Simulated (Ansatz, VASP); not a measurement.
## WS2 in two plane-wave programs

One calculation is typed for both programs; each brings its own data sets and cutoff. How far apart do they land?

Program: Ansatz 0.2.0. Level of theory: plane waves, with VASP 6.6.1 beside it; single point at PBE, single point at LDA and single point at r2SCAN. Results are calculated unless marked as measured.

## 1. Starting point

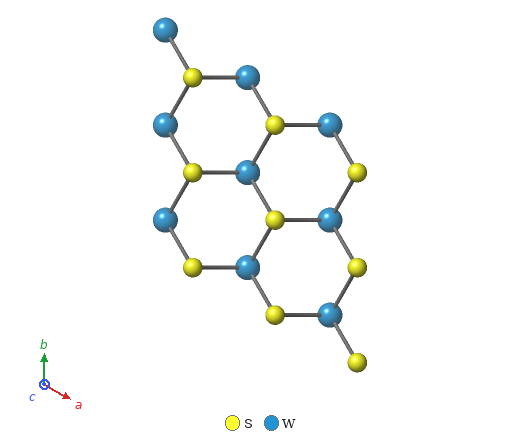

The cell as given, from above (sulfur yellow, tungsten blue). 3×3×1 cells are drawn.

The cell holds 3 atoms: 2 S and 1 W. Cell: a = 3.180 Å, b = 3.180 Å, c = 18.125 Å, α = 90.0°, β = 90.0°, γ = 120.0°. It derives from WS2 (Tungstenite). As first built, before any earlier steps moved the atoms: kind sheets cut from a layered crystal; sheets 1. Vacuum lies along c.

## 2. Ansatz: single point, PBE

Ansatz runs on its default PAW (the set named soft_2) files.

A single point gives forces, pressure and levels at one fixed geometry, so differences don't come from the geometry; what else differs is listed under the comparison.

File input.yaml:

```yaml
crystal:
  lattice:
    - [3.18, 0.0, 0.0]
    - [-1.59, 2.753960784, 0.0]
    - [0.0, 0.0, 18.125]
  atoms:
    - { symbol: S, position: [0.666666667, 0.333333333, 0.586206897] }
    - { symbol: S, position: [0.666666667, 0.333333333, 0.413793103] }
    - { symbol: W, position: [0.333333333, 0.666666667, 0.5] }
hamiltonian:
  xc: pbe
  pseudopotentials: { kind: paw }
kpoints:
  mp_grid: { grid: [6, 6, 1] }
scf:
  occupations: { method: gaussian, width: 0.05 }
  n_extra_bands: 4
efield:
  axis: 3
  dipole_correction: true
  ramp_width: 0.04
output:
  forces: true
  eigenvalues: true
```

The run is started by

```bash
> ansatz run input.yaml --threads 2 --pin off --max-ram 4608MiB --backend cpu --events-out ev --progress --plain --runs-dir out
```

Numbers of over 12 decimals in the logs are rounded to 6 here.

Log:

```text
scf.n_extra_bands = 4 over 13 filled bands (N_el = 26.0): the run solves 17 bands
Engine: ansatz 0.2.0, aarch64-unknown-linux-gnu
Pseudopotentials: kind: paw
Pseudopotential: S, paw, valence charge 6, recommended cutoff 420 eV (normal), S.paw.azcp
Pseudopotential: W, paw, valence charge 14, recommended cutoff 420 eV (normal), W.paw.azcp
Functional definition: PBE
  parameter kappa = 0.804
  parameter beta = 0.066725
  exchange = pbe_x(kappa = kappa, mu = beta*pi^2/3)
  correlation = pbe_c(beta = beta)
Crystal: 3 atoms, lattice volume = 158.731 Å³
Basis set: ecut = 420 eV, 3085 PW (Γ), exchange–correlation on 48×48×250 points (8 copies of the dense FFT grid, shifted against one another)
Bands: 17, of which v1, the nominal top of the filled ones, is band 13 counted from 1 (12 counted from 0)
Symmetry: 6 space group operations
k-points: 7 of 36 (time reversal used)
Non-local potential: S, projectors of the file, l = 0: 2, l = 1: 2, l = 2: 2
Non-local potential: W, projectors of the file, l = 0: 3, l = 1: 2, l = 2: 2, l = 3: 1
PAW form: soft (Blöchl's): semilocal exchange-correlation on the pseudo side does not see the compensation charge
PAW one-centre angular grid: S, 110 points (default); XC on 64 Gauss nodes
PAW one-centre angular grid: W, 590 points (default); XC on 64 Gauss nodes
Initial density: superposition of atomic densities (neutral atoms: chi_scale 0, normalization atom), corrected by the library's trained network
Initial wavefunctions: pseudopotential atomic-orbital guess
Functional: x = pbe(κ = 0.804, μ = 0.219515), c = pbe(β = 0.066725)
SCF iter   1: F=—  HF=-12191.426139 eV  |F-HF|=—  |Δ(HF+E_count)|=         —  Δρ=3.37e-3  dr2=2.27e-2  ethr=1.77e-3  p=0.000 e·Å  D=7.98e-15 V/Å  ΔV_dip=-0.00 eV  dr2_dipole=2.11e-7  V_vac-E_F(+/−)=5.13/5.13 eV  ⟨swp⟩=9.3  Hψ=868  notcnv=0
efield: sawtooth ramp at fractional position 0.9800 (placed from the atoms, in the widest stretch of the axis that holds none; the zero of the levels goes with the place), width 0.0400; the density the first Hamiltonian is built on has a dipole p = 0.000 e·Å; the dipole correction subtracts the counter field D = 7.98e-15 V/Å, which shifts the + side's vacuum level by -0.00 eV against the − side's; the planar-averaged density in the ramp window peaks in size at 5.1e-5 e/Å³
preconditioner: auto → none  [insulator: Δε(μ)=1.780 eV  Ē_g=8.718 eV  σ=0.050 eV  W_gap=1.00  n_scr=10 (ndim 8)  ℏωp=12.5 eV  f_vac=0.633  D(μ)=0.00/eV (n_scr^D=0)  ε∞_Penn≈3.1]
SCF iter   2: F=—  HF=-12191.438433 eV  |F-HF|=—  |Δ(HF+E_count)|=   1.23e-2  Δρ=3.53e-3  dr2=6.51e-2  ethr=8.72e-5  p=-0.000 e·Å  D=-3.47e-4 V/Å  ΔV_dip=0.01 eV  dr2_dipole=6.31e-6  V_vac-E_F(+/−)=4.69/4.68 eV  ⟨swp⟩=3.7  Hψ=331  notcnv=0
SCF iter   3: F=—  HF=-12191.429416 eV  |F-HF|=—  |Δ(HF+E_count)|=   9.02e-3  Δρ=1.27e-3  dr2=1.91e-3  ethr=8.72e-5  p=0.000 e·Å  D=3.94e-4 V/Å  ΔV_dip=-0.01 eV  dr2_dipole=6.60e-6  V_vac-E_F(+/−)=4.92/4.93 eV  ⟨swp⟩=2.4  Hψ=197  notcnv=0
SCF iter   4: F=—  HF=-12191.431339 eV  |F-HF|=—  |Δ(HF+E_count)|=   1.92e-3  Δρ=3.38e-4  dr2=1.13e-3  ethr=7.35e-6  p=-0.002 e·Å  D=-2.73e-3 V/Å  ΔV_dip=0.05 eV  dr2_dipole=3.43e-4  V_vac-E_F(+/−)=4.85/4.80 eV  ⟨swp⟩=2.1  Hψ=174  notcnv=0
SCF iter   5: F=—  HF=-12191.431271 eV  |F-HF|=—  |Δ(HF+E_count)|=   6.74e-5  Δρ=2.10e-4  dr2=2.65e-4  ethr=4.36e-6  p=0.001 e·Å  D=1.26e-3 V/Å  ΔV_dip=-0.02 eV  dr2_dipole=7.50e-5  V_vac-E_F(+/−)=4.81/4.83 eV  ⟨swp⟩=2.0  Hψ=143  notcnv=0
SCF iter   6: F=—  HF=-12191.431272 eV  |F-HF|=—  |Δ(HF+E_count)|=   5.29e-7  Δρ=7.48e-5  dr2=2.46e-5  ethr=1.02e-6  p=0.000 e·Å  D=3.85e-4 V/Å  ΔV_dip=-0.01 eV  dr2_dipole=6.91e-6  V_vac-E_F(+/−)=4.82/4.82 eV  ⟨swp⟩=1.9  Hψ=138  notcnv=0
SCF iter   7: F=—  HF=-12191.431153 eV  |F-HF|=—  |Δ(HF+E_count)|=   1.19e-4  Δρ=1.86e-5  dr2=7.03e-7  ethr=9.47e-8  p=0.000 e·Å  D=5.43e-5 V/Å  ΔV_dip=-0.00 eV  dr2_dipole=1.44e-7  V_vac-E_F(+/−)=4.82/4.82 eV  ⟨swp⟩=2.0  Hψ=166  notcnv=0
SCF iter   8: F=-12191.431153 eV  HF=-12191.431153 eV  |F-HF|=4.25e-8  |Δ(HF+E_count)|=   2.81e-7  Δρ=4.21e-6  dr2=1.64e-8  ethr=3.85e-10  p=0.000 e·Å  D=3.09e-6 V/Å  ΔV_dip=-0.00 eV  dr2_dipole=1.71e-10  V_vac-E_F(+/−)=4.82/4.82 eV  ⟨swp⟩=6.1  Hψ=753  notcnv=0
SCF 1 converged in 8 iterations: F = -12191.431153 eV  dr2 = 1.64e-8
  greatest PAW one-centre occupation: 1.000 electrons in one spin orbital (limit 2), on the W atom at site 2 (counted from 0), in its partial waves of l = 0
SCF converged after 8 iterations
Free energy (F): -12191.431153 eV
Harris-Foulkes:  -12191.431153 eV  (|F-HF|=4.25e-8)
Internal energy: -12191.431153 eV  (E = F + TS)
E sigma→0 (E₀):  -12191.431153 eV
Fermi energy:    0.818822 eV
Dipole field:    D = -0.000017 V/Å  (p = -0.000015 e·Å, saw-weighted, corrected)
Work function:   Φ+ = 4.8188 eV   Φ− = 4.8185 eV
Levels:          The Fermi level and band energies are counted from a zero that moves with the ramp; work functions are not
--- Per-component energies (eV) ---
  E_band       = -476.193031
  E_kinetic    = 665.961960
  E_local      = -13714.687638  (includes V_loc(G=0)·N_el)
  E_nonlocal   = 57.290737
  E_hartree    = 6532.538581
  E_xc         = -461.970168
  E_vxc        = -414.756418  (∫ρ·V_xc dr)
  E_paw        = -9763.120415  (= ΣΔE_a)
  E_vpaw       = -135.083509  (= ΣTr[D̂ρ^β])
  E_aug_tail   = -0.000060  (compensation charges beyond the density's cutoff)
  E_efield     = 0.000000  (sawtooth field / dipole correction)
  E_vefield    = 0.000000  (∫n·V_field dr)
  E_ewald      = 4492.555850
  E_smearing   = -0.000000  (= −TS)
  E_closure    = -0.000000  (closes the sum)
  Σ components = -12191.431153   (vs F -12191.431153, Δ=0.00e0)
--- Forces (eV/Å), atoms counted from 1 ---
  atom   1  S      0.00000000     0.00000000     0.22822504
  atom   2  S     -0.00000000    -0.00000000    -0.22824468
  atom   3  W     -0.00000000    -0.00000000     0.00002655
  max |Σ_I F_I| component: 6.91e-6 eV/Å
--- Band table (eV; the first three rows and the last of 7) ---
  k-point 0: bands = [... 9 lower, -2.1756, -1.7271, -1.7271, -0.1050, 2.8151, 2.8151, 2.9885, 2.9885]
  k-point 1: bands = [... 9 lower, -2.5475, -2.3265, -1.4750, -0.4338, 2.3107, 2.6604, 2.7335, 3.5275]
  k-point 2: bands = [... 9 lower, -3.1811, -1.9788, -1.7162, -1.2792, 2.4953, 2.5348, 3.5737, 4.4188]
  k-point 6: bands = [... 9 lower, -3.9774, -3.3210, -2.4371, -0.0873, 1.7249, 3.2951, 3.9883, 5.4846]
```

The job ended after 3.9 s (2 threads of Arm Neoverse N1, shared host; peak memory 0.34 GiB; 5.3 s of CPU time).

## 3. VASP: single point, PBE

The same cell, functional, mesh and smearing now go to VASP, with its own data sets and cutoff.

Lines of VASP's logs that name or quote its potential files are left out, and so is its time.

File INCAR:

```
SYSTEM = WS2
PREC = Normal
ENCUT = 350
EDIFF = 1E-06
NELM = 120
ISMEAR = 0
SIGMA = 0.05
LREAL = .FALSE.
ALGO = Normal
GGA = PE
NBANDS = 15
LASPH = .TRUE.
LORBIT = 11
LWAVE = .FALSE.
LCHARG = .FALSE.
KPAR = 4
IDIPOL = 3
LDIPOL = .TRUE.
DIPOL = 0.5 0.5 0.5
LVHAR = .TRUE.
LVACPOTAV = .TRUE.
```

File POSCAR:

```
WS2
1.0
    3.1800000000      0.0000000000      0.0000000000
   -1.5900000000      2.7539607840      0.0000000000
    0.0000000000      0.0000000000     18.1250000000
S W
2 1
Direct
    0.6666666670      0.3333333330      0.5862068970
    0.6666666670      0.3333333330      0.4137931030
    0.3333333330      0.6666666670      0.5000000000
```

File KPOINTS:

```
Automatic mesh
0
Gamma
6 6 1
0 0 0
```

The projector-augmented-wave data sets are S and W (PBE family, release 64).

The run is started by

```bash
> mpirun -np 4 vasp_std
```

Log:

```text
[banner, memory and clock lines left out]
running    4 mpi-ranks, on    1 nodes
 distrk:  each k-point on    1 cores,    4 groups
 distr:  one band on    1 cores,    1 groups

 POSCAR found type information on POSCAR S W
 POSCAR found :  2 types and       3 ions
 LDA part: xc-table for (Slater+PW92), standard interpolation
 POSCAR, INCAR and KPOINTS ok, starting setup
 FFT: planning ... GRIDC
 FFT: planning ... GRID_SOFT
 FFT: planning ... GRID
 WAVECAR not read
 entering main loop
       N       E                     dE             d eps       ncg     rms          rms(c)
DAV:   1     0.103227938577E+03    0.10323E+03   -0.52234E+03   210   0.661E+02
DAV:   2    -0.137063232381E+02   -0.11693E+03   -0.10572E+03   290   0.167E+02
DAV:   3    -0.249300711555E+02   -0.11224E+02   -0.11055E+02   287   0.607E+01
DAV:   4    -0.251737861718E+02   -0.24372E+00   -0.24220E+00   266   0.106E+01
DAV:   5    -0.251809992297E+02   -0.72131E-02   -0.72106E-02   273   0.174E+00    0.282E+01
DAV:   6    -0.239286659671E+02    0.12523E+01   -0.35114E+00   322   0.133E+01    0.123E+01
DAV:   7    -0.237905191859E+02    0.13815E+00   -0.10577E+00   273   0.828E+00    0.619E+00
DAV:   8    -0.237182356126E+02    0.72284E-01   -0.15706E-01   294   0.329E+00    0.899E-01
DAV:   9    -0.237164813648E+02    0.17542E-02   -0.25358E-02   287   0.111E+00    0.447E-01
DAV:  10    -0.237148543620E+02    0.16270E-02   -0.65589E-03   287   0.558E-01    0.213E-01
DAV:  11    -0.237147679899E+02    0.86372E-04   -0.49679E-04   280   0.180E-01    0.784E-02
DAV:  12    -0.237145782247E+02    0.18977E-03   -0.30089E-04   287   0.102E-01    0.326E-02
DAV:  13    -0.237146092462E+02   -0.31021E-04   -0.26716E-05   273   0.368E-02    0.206E-02
DAV:  14    -0.237147480338E+02   -0.13879E-03   -0.44989E-05   245   0.319E-02    0.250E-02
DAV:  15    -0.237147692308E+02   -0.21197E-04   -0.62709E-06   259   0.133E-02    0.709E-03
DAV:  16    -0.237148138189E+02   -0.44588E-04   -0.10302E-05   245   0.122E-02    0.623E-03
DAV:  17    -0.237148202873E+02   -0.64685E-05   -0.60441E-07   247   0.424E-03    0.305E-03
DAV:  18    -0.237148574114E+02   -0.37124E-04   -0.19157E-06   235   0.523E-03    0.282E-03
DAV:  19    -0.237148637552E+02   -0.63438E-05   -0.13767E-07   245   0.207E-03    0.972E-04
DAV:  20    -0.237148736792E+02   -0.99240E-05   -0.63775E-07   191   0.292E-03    0.165E-03
DAV:  21    -0.237148751483E+02   -0.14691E-05   -0.79472E-08   217   0.139E-03    0.528E-04
DAV:  22    -0.237148755535E+02   -0.40513E-06   -0.20386E-08   182   0.599E-04
|                                                                             |
|           W    W    AA    RRRRR   N    N  II  N    N   GGGG   !!!           |
|           W    W   A  A   R    R  NN   N  II  NN   N  G    G  !!!           |
|           W    W  A    A  R    R  N N  N  II  N N  N  G       !!!           |
|           W WW W  AAAAAA  RRRRR   N  N N  II  N  N N  G  GGG   !            |
|           WW  WW  A    A  R   R   N   NN  II  N   NN  G    G                |
|           W    W  A    A  R    R  N    N  II  N    N   GGGG   !!!           |
|                                                                             |
|     Did not find any points to average over, which means that no vacuum     |
|     field-free region was found. Please increase the size of  your cell     |
|     in the dimension of the dipole correction to obtain accurate            |
|     workfunction values.                                                    |
|                                                                             |

   1 F= -.23714876E+02 E0= -.23714876E+02  d E =-.334817E-11
```

From OUTCAR (step 3):

```text
ion  position               nearest neighbor table
   1  0.667  0.333  0.586-   3 2.41   3 2.41   3 2.41
   2  0.667  0.333  0.414-   3 2.41   3 2.41   3 2.41
   3  0.333  0.667  0.500-   1 2.41   2 2.41   1 2.41   2 2.41   1 2.41   2 2.41

  LATTYP: Found a hexagonal cell.
 ALAT       =     3.1800000000
 C/A-ratio  =     5.6996855346

 Subroutine GETGRP returns: Found 12 space group operations
 (whereof 12 operations were pure point group operations)

The static configuration has the point symmetry D_3h.

 Found      7 irreducible k-points:

   k-points           NKPTS =      7   k-points in BZ     NKDIM =      7   number of bands    NBANDS=     15

   dimension x,y,z NGX =    16 NGY =   16 NGZ =   84
   dimension x,y,z NGXF=    32 NGYF=   32 NGZF=  168

   ENCUT  =  350.0 eV  25.72 Ry    5.07 a.u.   4.85  4.85 27.65*2*pi/ulx,y,z

   NELECT =      18.0000    total number of electrons

 k-points in reciprocal lattice and weights: Automatic mesh
   0.00000000  0.00000000  0.00000000       0.028
   0.16666667 -0.00000000  0.00000000       0.167
   0.33333333  0.00000000  0.00000000       0.167
   0.50000000  0.00000000  0.00000000       0.083
   0.16666667  0.16666667  0.00000000       0.167
   0.33333333  0.16666667  0.00000000       0.333
   0.33333333  0.33333333  0.00000000       0.056

 dipolmoment           0.000000      0.000000      0.000000 electrons x Angstroem

 average (electrostatic) potential at core
       1 -93.3161       2 -93.3161       3 -47.5851

 E-fermi :  -1.6395

 k-point     1 :       0.0000    0.0000    0.0000
  band No.  band energies     occupation
    ...
      5      -4.7404      2.00000
      6      -3.9460      2.00000
      7      -3.4933      2.00000
      8      -3.4933      2.00000
      9      -1.9000      2.00000
     10       1.0420      0.00000
     11       1.0420      0.00000
     12       1.2102      0.00000
     13       1.2102      0.00000
     14       3.1366      0.00000
    ...

 k-point     2 :       0.1667   -0.0000    0.0000
  band No.  band energies     occupation
    ...
      5      -5.0197      2.00000
      6      -4.3161      2.00000
      7      -4.0924      2.00000
      8      -3.2519      2.00000
      9      -2.2261      2.00000
     10       0.5319      0.00000
     11       0.8799      0.00000
     12       0.9568      0.00000
     13       1.7456      0.00000
     14       3.8769      0.00000
    ...

 k-point     3 :       0.3333    0.0000    0.0000
  band No.  band energies     occupation
    ...
      5      -6.3620      2.00000
      6      -4.9472      2.00000
      7      -3.7650      2.00000
      8      -3.4821      2.00000
      9      -3.0615      2.00000
     10       0.6990      0.00000
     11       0.7443      0.00000
     12       1.8086      0.00000
     13       2.6235      0.00000
     14       4.8234      0.00000
    ...

  Total        0.1902686      0.1902686      0.4559000     -0.0000000     -0.0000000      0.0000000
  in kB        1.9205021      1.9205021      4.6016896     -0.0000000     -0.0000000      0.0000000
  external PRESSURE =       2.8142313 kB  Pullay stress =       0.0000000 kB

  energy-cutoff  :      350.00
  volume of cell :      158.73
      direct lattice vectors                 reciprocal lattice vectors
     3.180000000  0.000000000  0.000000000     0.314465409  0.181556688  0.000000000
    -1.590000000  2.753960784  0.000000000     0.000000000  0.363113377  0.000000000
     0.000000000  0.000000000 18.125000000     0.000000000  0.000000000  0.055172414

 POSITION                                       TOTAL-FORCE (eV/Angst)
 -----------------------------------------------------------------------------------
      1.59000      0.91799     10.62500         0.000000      0.000000      0.169967
      1.59000      0.91799      7.50000        -0.000000     -0.000000     -0.169967
     -0.00000      1.83597      9.06250         0.000000      0.000000      0.000000
 -----------------------------------------------------------------------------------
    total drift:                               -0.000002      0.000001      0.000000

  FREE ENERGIE OF THE ION-ELECTRON SYSTEM (eV)
  ---------------------------------------------------
  free  energy   TOTEN  =       -23.7148755535 eV

  energy  without entropy=      -23.7148755535  energy(sigma->0) =      -23.71487555

 vacuum level on the upper side and lower side of the slab         3.837         3.837

 total charge
# of ion       s       p       d       tot
------------------------------------------
    1        1.358   2.361   0.000   3.719
    2        1.358   2.361   0.000   3.719
    3        0.564   0.709   4.257   5.530
--------------------------------------------------
tot          3.281   5.430   4.257  12.968

[... 3 further parts left out ...]
```

## 4. Side by side

Known differences besides the PAW data sets themselves: the data sets hold 26 valence electrons in Ansatz (default PAW (the set named soft_2) files) and 18 in VASP; the cutoff is 420 eV in Ansatz and 350 eV in VASP (PREC = Normal). Total energies have different zeros and are not compared.

Compared:

| quantity | Ansatz | VASP | difference |
| --- | --- | --- | --- |
| gap on the k mesh (eV) | 1.812 | 1.805 | +0.007 |

Forces (eV/Å; atoms numbered as in POSCAR):

| atom | Ansatz x, y, z | VASP x, y, z |
| --- | --- | --- |
| S1 | 0.000, 0.000, 0.228 | 0.000, 0.000, 0.170 |
| S2 | 0.000, 0.000, -0.228 | 0.000, 0.000, -0.170 |
| W3 | 0.000, 0.000, 0.000 | 0.000, 0.000, 0.000 |

The forces differ by 27 meV/Å r.m.s., which is 34.3 % of the r.m.s. force of 0.08 eV/Å (both taken over all components).

## 5. Further runs

The difference is large enough to ask for its cause, so further runs change the set-up of one program at a time, as the table lists.

| run | r.m.s. force difference (meV/Å) |
| --- | --- |
| as above | 27 |
| Ansatz's larger PAW set (cutoff 880 eV) | 31 |
| norm-conserving potentials (cutoff 1007 eV) | 30 |

## 6. VASP: single point, LDA

With cell and atoms fixed, the geometry can't cause a difference; cores, projectors, grids and the points listed under the comparison can.

INCAR: that of step 3 with these lines changed.

```diff
@@ -9,3 +9,3 @@
 ALGO = Normal
-GGA = PE
+GGA = CA
 NBANDS = 15
```

POSCAR is that of step 3.

File KPOINTS:

```
Automatic mesh
0
Gamma
9 9 1
0 0 0
```

The run is started by

```bash
> mpirun -np 4 vasp_std
```

Log:

```text
[banner, memory and clock lines left out]
running    4 mpi-ranks, on    1 nodes
[...]
|                                                                             |
|               ----> ADVICE to this user running VASP <----                  |
|                                                                             |
|     You enforced a specific xc type in the INCAR file but a different       |
|     [... a line on the potential file left out ...]
|     I HOPE YOU KNOW WHAT YOU ARE DOING!                                     |
|                                                                             |

 LDA part: xc-table for (Slater(with rela. corr.)+CA(PZ))
 , standard interpolation
 POSCAR, INCAR and KPOINTS ok, starting setup
[...]
entering main loop
       N       E                     dE             d eps       ncg     rms          rms(c)
DAV:   1     0.100317352102E+03    0.10032E+03   -0.52673E+03   360   0.663E+02
DAV:   2    -0.163328848330E+02   -0.11665E+03   -0.11060E+03   552   0.168E+02
DAV:   3    -0.274683845999E+02   -0.11135E+02   -0.11039E+02   493   0.597E+01
DAV:   4    -0.276740911413E+02   -0.20571E+00   -0.20534E+00   444   0.996E+00
[...]
DAV:  20    -0.262375883589E+02   -0.87118E-05   -0.46881E-07   351   0.193E-03    0.806E-04
DAV:  21    -0.262375895632E+02   -0.12043E-05   -0.36102E-08   383   0.694E-04    0.476E-04
DAV:  22    -0.262375902771E+02   -0.71386E-06   -0.34974E-08   306   0.569E-04
 [... a notice as in an earlier step ...]

   1 F= -.26237590E+02 E0= -.26237590E+02  d E =-.932432E-17
```

OUTCAR, selected parts (step 6):

```text
  Total       -2.0590176     -2.0590176     -1.1364213      0.0000000      0.0000000      0.0000000
  in kB      -20.7829769    -20.7829769    -11.4706242      0.0000000      0.0000000      0.0000000
  external PRESSURE =     -17.6788594 kB  Pullay stress =       0.0000000 kB

 POSITION                                       TOTAL-FORCE (eV/Angst)
 -----------------------------------------------------------------------------------
      1.59000      0.91799     10.62500        -0.000000     -0.000000     -0.345019
      1.59000      0.91799      7.50000        -0.000000     -0.000000      0.345019
     -0.00000      1.83597      9.06250         0.000000      0.000000      0.000000
 -----------------------------------------------------------------------------------
    total drift:                               -0.000001      0.000001      0.000000

  FREE ENERGIE OF THE ION-ELECTRON SYSTEM (eV)
  ---------------------------------------------------
  free  energy   TOTEN  =       -26.2375902771 eV

  energy  without entropy=      -26.2375902771  energy(sigma->0) =      -26.23759028

[... 1 part as in an earlier step ...]

[... 2 further parts left out ...]
[key lines of the parts left out:]
E-fermi :  -1.8434
```

[end of part 1 of 2]

[Lines on the potential files, build, host, timing and source positions are cut from VASP's logs without a mark.]

[Logs are printed without paths, hosts, clocks, repeated set-up lines and the standing remarks that a program may print on its own settings, such as how far it seeks lower states.]

[Hosts, paths, dates, database ids (printed as entryN), source tags and the programs' standing remarks are cut or masked in the printed files.]
